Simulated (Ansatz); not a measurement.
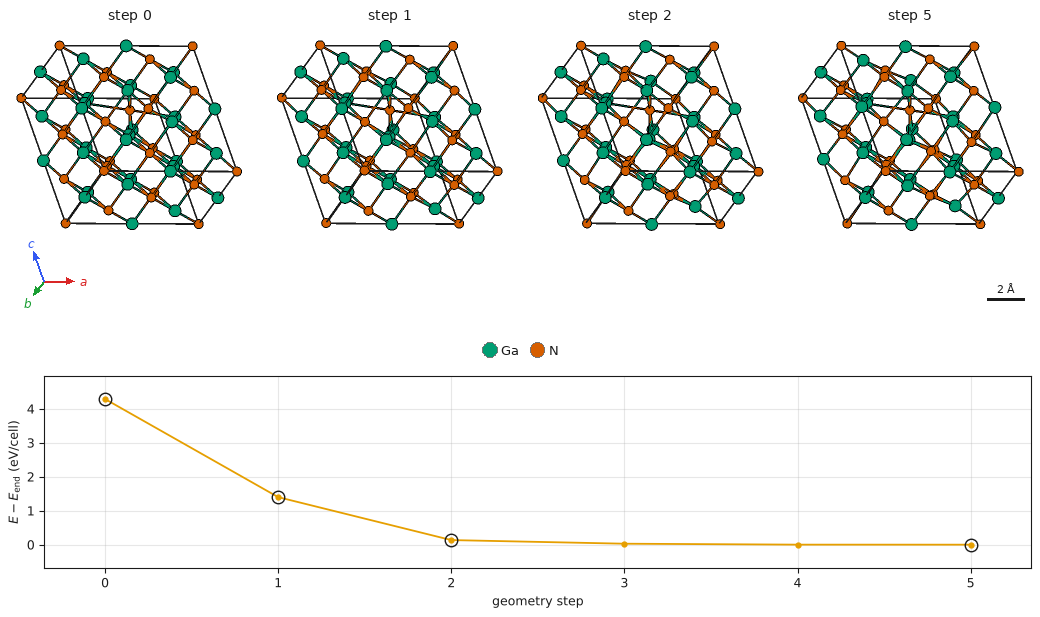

Frames of a relaxation of a defect cell of composition Ga16N15 (started half-way along a vacancy jump, in the symmetry of that start), marked on the history of the run. Style: ball-and-stick. Shown: the cell of the calculation (origin shifted), from a free direction.

Computed with DFT PBE, scalar-relativistic, plane waves, PAW (Ansatz 0.2.0). Set-up: plane-wave cutoff 420 eV; k-point mesh 4 × 4 × 4; occupations gaussian; smearing width 0.05 eV; no spin polarisation; atoms relaxed in a fixed cell; force threshold 0.02 eV/Å; at most 60 steps.

**Describe the path.**

The energy falls by 4.288 eV per cell of the calculation in 5 geometry steps. Largest force component: 11 eV/Å at the start, 0.0043 eV/Å at the end. The largest moves, 0.30 Å, are those of Ga atoms. By element the largest moves are Ga 0.30 Å, N 0.16 Å. The cell stays as it was. Some distances before and after: Ga–N 1.509 → 1.809 Å, Ga–N 2.134 → 1.935 Å, Ga–N 2.134 → 2.325 Å, Ga–N 2.134 → 2.298 Å. Among the angles between lasting bonds that change: N–Ga–N 90.0° → 110.1°, Ga–N–Ga 180.0° → 165.2°, N–Ga–N 180.0° → 167.4°. From step 0 to 1: Ga atoms move most (0.12 Å), energy −2.889 eV per cell of the calculation. From step 1 to 2: Ga atoms move most (0.14 Å), energy −1.264 eV per cell of the calculation. From step 2 to 5: Ga atoms move most (0.09 Å), energy −0.135 eV per cell of the calculation.

```tsv
step	E − E(0), meV/atom	largest force component, eV/Å
0	0.00	10.9973
1	-93.18	4.8399
2	-133.96	0.3486
3	-137.41	0.2671
4	-138.30	0.0406
5	-138.32	0.0043
```

Limits of the set-up: the cell has an odd number of electrons but was run without spin polarisation; the periodic images lie only 7.4 Å apart, so the values are limited by the cell's size.
